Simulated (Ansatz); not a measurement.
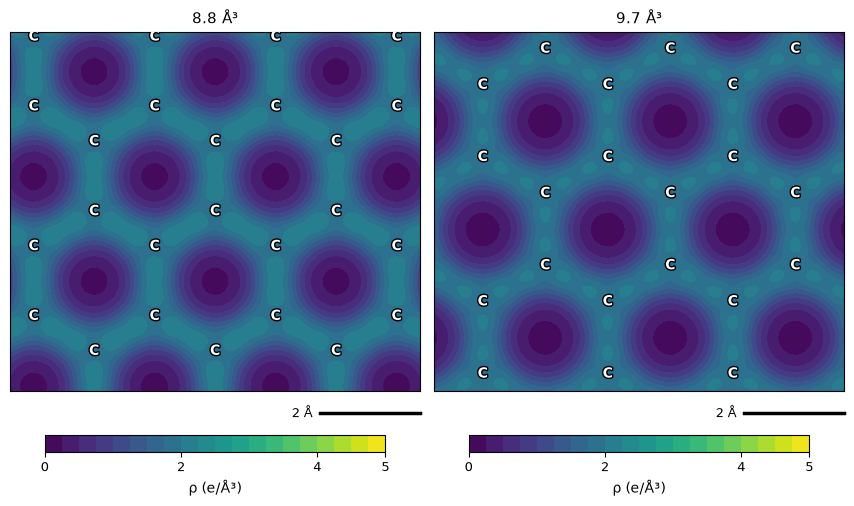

C. The valence pseudo-density of cells scaled evenly to different volumes (given per atom above each panel), on the (001) plane of each (indices in the axes of the cell below), at one length scale and on one colour scale.

A structure from a database of computed crystals, not necessarily the ambient phase.

All numbers below come from Ansatz 0.2.0, Kohn-Sham DFT of a periodic cell, PBE0, Ansatz PAW.

In a PAW calculation such maps are meaningful between the atoms, not at the nuclei.

The largest cell:

```xyz
2
Lattice="2.1690 -1.2524 0.0000 2.1690 1.2524 0.0000 -1.4061 0.0000 3.5715" Properties=species:S:1:pos:R:3 pbc="T T T"
C    -0.6831    0.0000    3.5712
C     3.6151    0.0000    0.0003
```

| volume (Å³/atom) | C–C contact in the plane (Å) | ρ at its midpoint (e/Å³) | pressure (GPa) | gap on the mesh (eV) | 
| --- | --- | --- | --- | --- |
| 8.79 | 1.399 | 2.148 | 10.1 | 1.19 | 
| 8.97 | 1.409 | ? | ? | ? | 
| 9.70 | 1.446 | 1.958 | −16.5 | 1.09 | 

**Estimate the missing row, and compare with the calculation.**

Over the known rows ln ρ falls by 1.97 per Å of C–C distance (the line through the two), which gives 2.106 e/Å³ at 1.409 Å; the calculation gives 2.108 e/Å³. For the pressure, a straight line in volume between the neighbouring rows gives 4.8 GPa; the calculation gives 3.8, lower because pressure rises ever faster on compression. For the gap on the mesh, a straight line in volume between the neighbouring rows gives 1.17 eV; the calculation gives 1.16.
